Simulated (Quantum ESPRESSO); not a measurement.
```
Al O
1.0
     3.01748    0.00000    0.00000
    -1.50874    2.61322    0.00000
     0.00000    0.00000    7.57464
Al O
2 3
Direct
  0.00000 0.00000 0.72205
  0.00000 0.00000 0.27795
  0.00000 0.00000 0.50000
  0.66667 0.33333 0.80055
  0.33333 0.66667 0.19945
```

Space group P-3m1; a structure from a database of computed crystals, not necessarily the ambient phase.

Method: Kohn-Sham DFT of a periodic cell, PBE, SSSP 1.3 efficiency PBE in Quantum ESPRESSO 7.5.

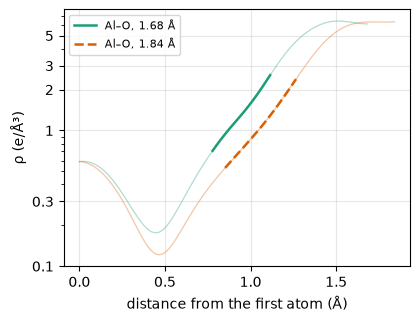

Al$_{2}$O$_{3}$. Valence electron density along straight lines between neighbouring atoms. Thin, pale parts lie inside the atomic spheres.

In a pseudopotential calculation such maps are meaningful between the atoms, not at the nuclei.

Question: What can be read from the curves?

Answer: Al–O (1.68 Å): ρ at the midpoint is about 0.91 e/Å³.
Al–O (1.84 Å): ρ is about 0.66 e/Å³ halfway.
